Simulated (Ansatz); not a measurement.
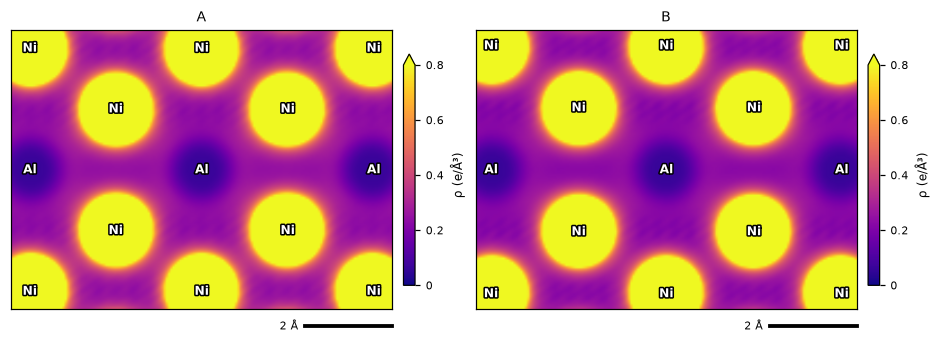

AlNi3. The valence pseudo-density of two cells that differ in size, on the (11̄0) plane of each (indices in the axes of the calculation cell), at one length scale and on one colour scale; one has 11.0 and the other 11.6 Å³ an atom.

Theory: Ansatz 0.2.0, DFT PBEsol, scalar-relativistic, plane waves, PAW.

Core electrons are frozen (PAW), and the valence fields are smoothed inside the atomic spheres.

### Which is the denser cell? Describe the effect of the change.

Panel A is the smaller cell, by 6 % in volume. From the larger cell to the smaller, Ni–Ni goes from 2.47 to 2.42 Å, and the density at its midpoint from 0.32 to 0.36 e/Å³; Al–Ni goes from 2.47 to 2.42 Å, and the density at its midpoint from 0.3 to 0.32 e/Å³; the pressure goes from −10 to 0.0 GPa.
